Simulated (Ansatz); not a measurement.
```yaml
crystal:
  lattice:
    - [5.05731, 0.00000, 0.00000]
    - [-2.52866, 4.37976, 0.00000]
    - [0.00000, 0.00000, 13.62508]
  atoms:
    - { symbol: Ga, position: [0.66667, 0.33333, 0.18910] }
    - { symbol: Ga, position: [0.33333, 0.66667, 0.52243] }
    - { symbol: Ga, position: [0.00000, 0.00000, 0.85577] }
    - { symbol: Ga, position: [0.33333, 0.66667, 0.31090] }
    - { symbol: Ga, position: [0.00000, 0.00000, 0.64423] }
    - { symbol: Ga, position: [0.66667, 0.33333, 0.97757] }
    - { symbol: Ga, position: [0.00000, 0.00000, 0.14423] }
    - { symbol: Ga, position: [0.66667, 0.33333, 0.47757] }
    - { symbol: Ga, position: [0.33333, 0.66667, 0.81090] }
    - { symbol: Ga, position: [0.33333, 0.66667, 0.02243] }
    - { symbol: Ga, position: [0.00000, 0.00000, 0.35577] }
    - { symbol: Ga, position: [0.66667, 0.33333, 0.68910] }
    - { symbol: O, position: [0.96983, 0.33333, 0.08333] }
    - { symbol: O, position: [0.63650, 0.66667, 0.41667] }
    - { symbol: O, position: [0.30316, 0.00000, 0.75000] }
    - { symbol: O, position: [0.66667, 0.63650, 0.08333] }
    - { symbol: O, position: [0.33333, 0.96983, 0.41667] }
    - { symbol: O, position: [0.00000, 0.30316, 0.75000] }
    - { symbol: O, position: [0.36350, 0.03017, 0.08333] }
    - { symbol: O, position: [0.03017, 0.36350, 0.41667] }
    - { symbol: O, position: [0.69684, 0.69684, 0.75000] }
    - { symbol: O, position: [0.69684, 0.00000, 0.25000] }
    - { symbol: O, position: [0.36350, 0.33333, 0.58333] }
    - { symbol: O, position: [0.03017, 0.66667, 0.91667] }
    - { symbol: O, position: [0.00000, 0.69684, 0.25000] }
    - { symbol: O, position: [0.66667, 0.03017, 0.58333] }
    - { symbol: O, position: [0.33333, 0.36350, 0.91667] }
    - { symbol: O, position: [0.30316, 0.30316, 0.25000] }
    - { symbol: O, position: [0.96983, 0.63650, 0.58333] }
    - { symbol: O, position: [0.63650, 0.96983, 0.91667] }
```

Space group R-3c; a structure generated by program, which may or may not match a known phase.

Theory: DFT PBE, scalar-relativistic, plane waves, PAW in Ansatz 0.2.0.

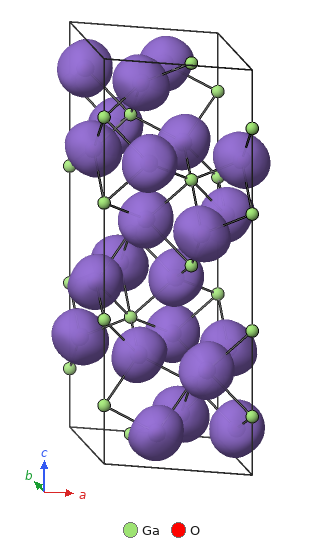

Ga2O3. Isosurface of the electron localisation function at 0.6 (purple), seen slightly off an axis. Core shells and regions of very low density are left out. Sticks mark near contacts.

**Where are the electrons localised?**

At this value the surface marks out 18 regions wrapped around O (the valence shell of each), counted in one cell of 30 atoms. Any copies at cell faces, edges or corners count once. Profiles from the grid: Ga–O (1.95 Å): the ELF peaks at about 0.85 in the valence shell of O, 0.6 Å from its nucleus, and is about 0.35 at the midpoint. Ga–O (2.10 Å): the ELF peaks at about 0.85 in the valence shell of O, 0.6 Å from its nucleus, and is about 0.25 at the midpoint; no shared electron pair shows on this line.
